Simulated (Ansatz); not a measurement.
Input structure:

```cif
data_structure
_symmetry_space_group_name_H-M 'P 1'
_symmetry_Int_Tables_number 1
_cell_length_a 2.5002
_cell_length_b 2.5002
_cell_length_c 9.7600
_cell_angle_alpha 90.000
_cell_angle_beta 90.000
_cell_angle_gamma 120.000
_cell_volume 52.84
loop_
_atom_site_label
_atom_site_type_symbol
_atom_site_fract_x
_atom_site_fract_y
_atom_site_fract_z
_atom_site_occupancy
B1 B 0.00000 0.00000 0.00031 1
N1 N 0.66667 0.33333 0.00059 1
B2 B 0.66667 0.33333 0.33365 1
N2 N 0.33333 0.66667 0.33392 1
B3 B 0.33333 0.66667 0.66698 1
N3 N 0.00000 0.00000 0.66726 1
```

Q: Characterise the structure given above.

A: The stoichiometry is BN. Its lattice is rhombohedral (trigonal R), its space group R3m (No. 160). Cell content 3 B, 3 N; Z = 3. The polyhedra are BN3 triangles; they share corners. B is surrounded by three N in a trigonal planar arrangement at 1.44 Å. The N atoms are each bonded to three B in a trigonal planar arrangement at 1.44 Å. The bonds build BN layers parallel to (001).

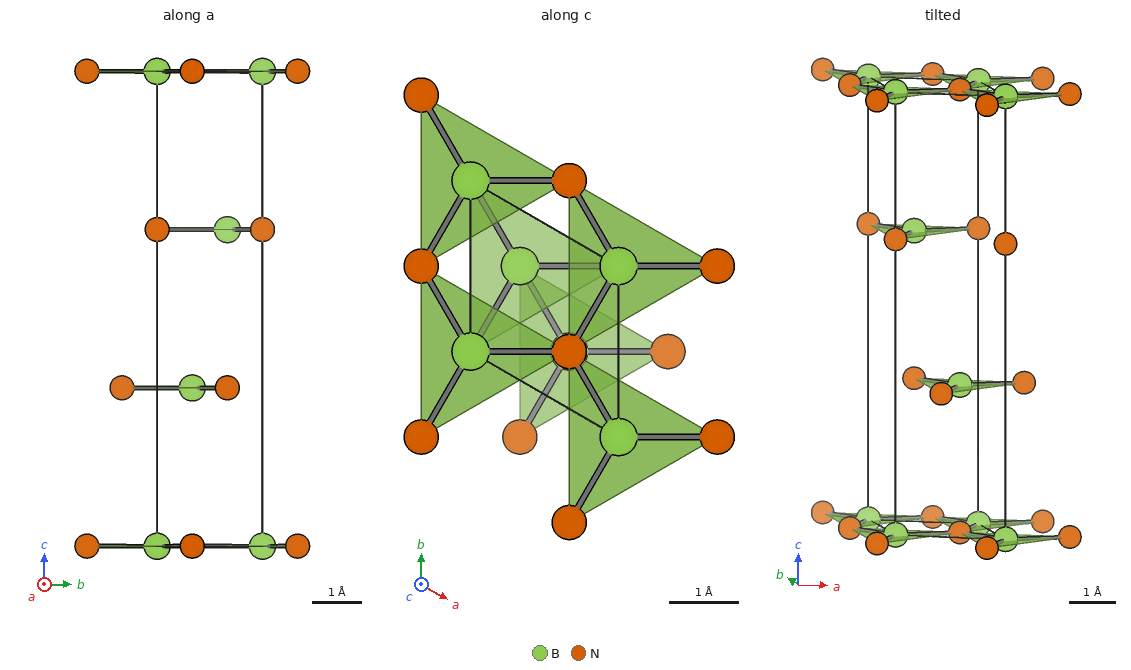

The crystal in a polyhedral representation, seen along the a axis, along the c axis and slightly off an axis. Thin lines show the conventional unit cell, with boundary atoms drawn in all their periodic places. Some atoms of the next cells are drawn as well. Colours: boron green, nitrogen orange.

The cell started as a structure listed in the Materials Project. Earlier steps of the study may have refined or changed the cell and positions. It went into a calculation with Ansatz.
